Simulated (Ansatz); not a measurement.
**CdSe: 5 runs along one coordinate**

System: CdSe (F-43m, 2 atoms in the cell).
Method: Kohn-Sham DFT of a periodic cell, BHLYP, Ansatz PAW, no spin polarisation (Ansatz 0.2.0).

The 5 runs differ only in the geometry, by an even scaling of the cell at fixed fractional positions. The structure derives from a Materials Project entry.

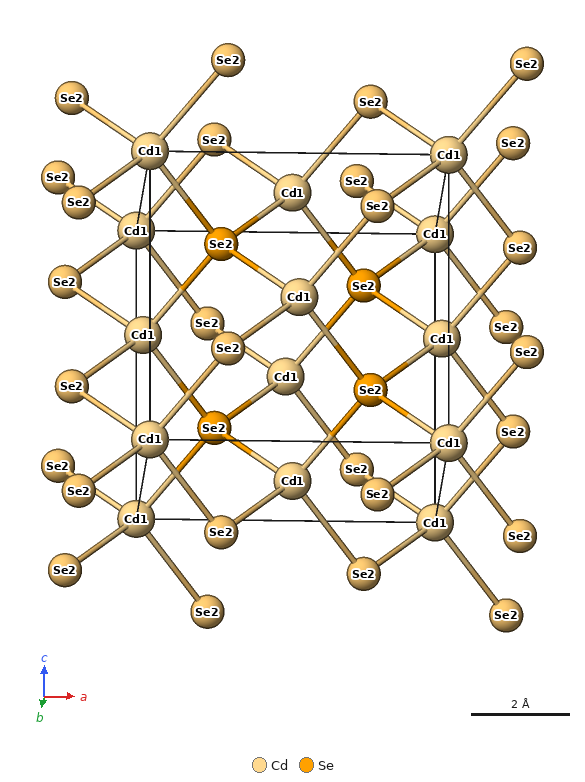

Figure 1. The structure of run 3 (ball-and-stick view of the cell 4 times as large as that of the calculation, set on its symmetry axes, seen at an oblique angle; neighbours outside the cell are drawn fainter; atoms are numbered from 1 in the order of the input).

## Input of run 3
```yaml
crystal:
  lattice:
    - [0.0, 3.0702711986, 3.0702711986]
    - [3.0702711986, 0.0, 3.0702711986]
    - [3.0702711986, 3.0702711986, 0.0]
  atoms:
    - { symbol: Cd, position: [0.0, 0.0, 0.0] }
    - { symbol: Se, position: [0.25, 0.25, 0.25] }
hamiltonian:
  xc: { name: BHLYP }
  pseudopotentials: { kind: paw }
kpoints:
  mp_grid: { grid: [4, 4, 4] }
scf:
  occupations: { method: fermi_dirac, width: 0.05 }
output:
  forces: true
  stress: true
  eigenvalues: true
```

Command:
```bash
ansatz run input.yaml --threads 2 --pin off --max-ram 5632MiB --backend cpu --events-out ev --progress --plain --runs-dir out
```

Run 4 differs from it as follows:
```diff
-    - [0.0, 3.0702711986, 3.0702711986]
-    - [3.0702711986, 0.0, 3.0702711986]
-    - [3.0702711986, 3.0702711986, 0.0]
+    - [0.0, 3.090604713, 3.090604713]
+    - [3.090604713, 0.0, 3.090604713]
+    - [3.090604713, 3.090604713, 0.0]
```

## Results, with one run withheld

| run | volume per atom (Å³) | free energy per atom, from the lowest run given (meV) | pressure (GPa) | gap on the mesh (eV) |
| --- | --- | --- | --- | --- |
| 1 | 27.206 | 36.48 | 5.49 | 3.98 |
| 2 | 28.363 | 7.43 | 2.66 | 3.85 |
| 3 | 28.942 | 0.00 | 1.45 | 3.78 |
| 4 | 29.521 | ? | ? | ? |
| 5 | 30.679 | 0.85 | −1.48 | 3.59 |

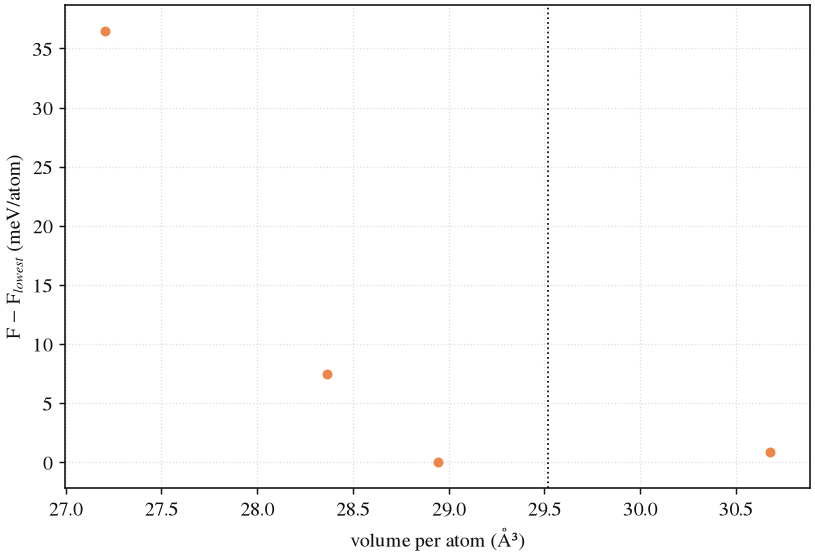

Figure 2. Free energy per atom of the runs given; the dotted line marks run 4.

Estimate the energy of run 4 from the others.

A quadratic polynomial in V^(−2/3) (the Birch–Murnaghan form), fitted to the 4 runs given, misses them by at most 0.02 meV per atom. With x = V^(−2/3) − 0.10655 Å⁻², it reads F = 1.9568 + 4689.2 x + 9.8554e+05 x² (meV per atom). At run 4 it gives −3.35 meV per atom, and the run itself gives −3.33. The slope of the fit gives a pressure −dF/dV of 0.39 GPa there, and the run prints 0.37 GPa. The fit has its minimum at 29.743 Å³ per atom, where V d²F/dV² gives 51.2 GPa: the bulk modulus at this level, since symmetry fixes the shape and the positions. The gap on the mesh goes, without turning, from 3.98 eV in run 1 to 3.59 eV in run 5; run 4 has 3.72 eV. These are gaps of this functional on this mesh, which can miss the band edges; they aren't the measured gap.

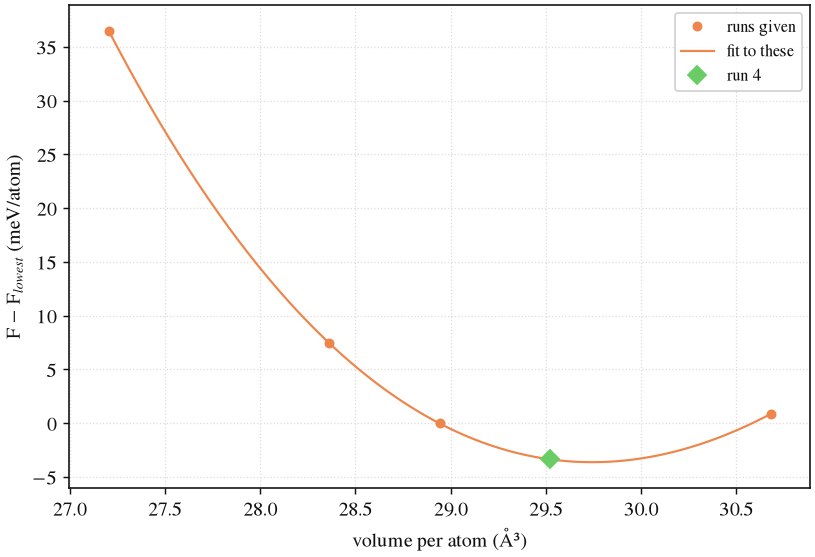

Figure 3. The fit and the withheld run.

## Output, shortened to warnings, some set-up lines, iterations and results (run 4)
```
Warning: output.stress: scf.convergence.dr2_threshold = 1e-7 eV (the SCF's general default) is looser than the 2e-10 eV advised for a printed stress (1e-10 eV for each atom of the cell: 2). What an SCF threshold leaves in a stress goes as its square root, and in the free energy as the threshold itself, and one threshold admits the most on a small cell: of the crystals measured, under no hybrid …
Warning: output.stress: scf.exx.energy_threshold = 1e-6 eV is looser than the 2e-8 eV advised for a stress under a hybrid functional (1e-8 eV for each atom of the cell: 2). Every SCF of the exchange loop can meet its threshold on dr2 while the loop round them stops early: no threshold on dr2 bounds what that leaves in the stress. Set scf.exx.energy_threshold to 2e-8 eV or tighter. The threshold …
Basis set: ecut = 420 eV, 1139 PW (Γ), exchange–correlation on 60×60×60 points (8 copies of the dense FFT grid, shifted against one another)
Symmetry: 24 space group operations
k-points: 8 of 64 (time reversal used)
Initial density: superposition of atomic densities (neutral atoms: chi_scale 0, normalization atom), corrected by the library's trained network
[...]
SCF iter   1: F=—  HF=-13751.563115 eV  |F-HF|=—  |Δ(HF+E_count)|=         —  Δρ=5.32e-3  dr2=1.24e-2  ethr=1.77e-3  ⟨swp⟩=7.2  Hψ=717  notcnv=0
SCF iter   2: F=—  HF=-13751.559395 eV  |F-HF|=—  |Δ(HF+E_count)|=   3.72e-3  Δρ=1.57e-3  dr2=1.43e-3  ethr=3.44e-5  ⟨swp⟩=3.2  Hψ=440  notcnv=0
SCF iter   3: F=—  HF=-13751.558987 eV  |F-HF|=—  |Δ(HF+E_count)|=   4.08e-4  Δρ=9.04e-4  dr2=2.32e-4  ethr=3.97e-6  ⟨swp⟩=3.2  Hψ=388  notcnv=0
SCF iter   4: F=—  HF=-13751.558985 eV  |F-HF|=—  |Δ(HF+E_count)|=   2.06e-6  Δρ=3.93e-4  dr2=4.43e-5  ethr=6.45e-7  ⟨swp⟩=4.0  Hψ=370  notcnv=0
SCF iter   5: F=-13751.558981 eV  HF=-13751.558981 eV  |F-HF|=4.57e-8  |Δ(HF+E_count)|=   4.65e-6  Δρ=8.35e-5  dr2=1.85e-6  ethr=5.11e-9  ⟨swp⟩=3.1  Hψ=723  notcnv=0
[... 12 lines ...]
SCF 3 converged in 5 iterations: F = -13745.889354 eV  dr2 = 1.80e-9
SCF iter   1: F=—  HF=-13745.889360 eV  |F-HF|=—  |Δ(HF+E_count)|=         —  Δρ=1.47e-5  dr2=5.14e-8  ethr=3.17e-8  ⟨swp⟩=3.2  Hψ=373  notcnv=0
SCF iter   2: F=—  HF=-13745.889360 eV  |F-HF|=—  |Δ(HF+E_count)|=   5.69e-8  Δρ=9.11e-6  dr2=1.45e-8  ethr=1.28e-10  ⟨swp⟩=4.0  Hψ=555  notcnv=0
SCF iter   3: F=-13745.889360 eV  HF=-13745.889360 eV  |F-HF|=7.93e-10  |Δ(HF+E_count)|=   3.17e-9  Δρ=1.27e-6  dr2=9.23e-10  ethr=3.87e-11  ⟨swp⟩=3.0  Hψ=392  notcnv=0
SCF 4 converged in 3 iterations: F = -13745.889360 eV  dr2 = 9.23e-10
  Residual-converged pass: ⟨swp⟩=2.2  Hψ=317  notcnv=0  max |occ|·‖R‖ = 2.2e-6 eV (tolerance 2.4e-6 eV)  dr2=9.15e-10  dr2_onsite=5.45e-11  max |Δocc| = 3.6e-25
hybrid outer 3: dexx = +6.826e-8 eV, tail = 5.64e-9 eV, Δε = 1.42e-3 eV (about 1.29e-4 eV left of the loop's levels), ΔF = 1.85e-17 eV/Å (tail 1.74e-17)
hybrid SCF converged: 3 outer / 13 inner (+5 warm-up), last move |dexx| = 6.83e-8 eV, tail = 5.64e-9 eV
Stability not checked: this state was not tested for a lower state beside it, because the functional holds exact exchange (a hybrid, or Hartree-Fock), whose exchange loop this test does not read (fock_operator; see scf.lower_state_search)
Free energy (F): -13745.889360 eV
Frozen-core exchange: fock
Harris-Foulkes:  -13745.889360 eV  (|F-HF|=7.93e-10)
Internal energy: -13745.889360 eV  (E = F + TS)
E sigma→0 (E₀):  -13745.889360 eV
Fermi energy:    7.153107 eV
--- Per-component energies (eV) ---
  E_band       = -1137.808699
  E_kinetic    = 625.019955
  E_local      = -6492.661111  (includes V_loc(G=0)·N_el)
  E_nonlocal   = -567.239975
  E_hartree    = 3088.935826
  E_xc         = -147.804325
  E_vxc        = -166.930517  (∫ρ·V_xc dr)
  E_exx        = -343.635033  (= α·E_x^exact, valence–valence)
  E_paw        = -5804.408442  (= ΣΔE_a)
  E_vpaw       = -26.600566  (= ΣTr[D̂ρ^β])
  E_aug_tail   = -0.000603  (compensation charges beyond the density's cutoff)
  E_ewald      = -4101.125788
  E_core_change = -2.969863  (= ΣΔE_core)
  E_smearing   = -0.000000  (= −TS)
  E_closure    = 0.000001  (closes the sum)
  Σ components = -13745.889360   (vs F -13745.889360, Δ=1.82e-12)
--- Forces (eV/Å), atoms counted from 1 ---
  atom   1  Cd     0.00000000    -0.00000000     0.00000000
  atom   2  Se    -0.00000000     0.00000000     0.00000000
  max |Σ_I F_I| component: 7.86e-17 eV/Å
--- Stress (GPa, compression-positive) ---
        0.371454      -0.000000      -0.000000
       -0.000000       0.371454       0.000000
       -0.000000       0.000000       0.371454
  P = ⅓ Tr σ = 0.3715 GPa (3.715 kbar)
```

Warnings of the run: the exchange loop's threshold is looser than advised for the stress; the SCF threshold is looser than advised for the printed stress. Points of doubt noted for this run: forces on files of another functional.
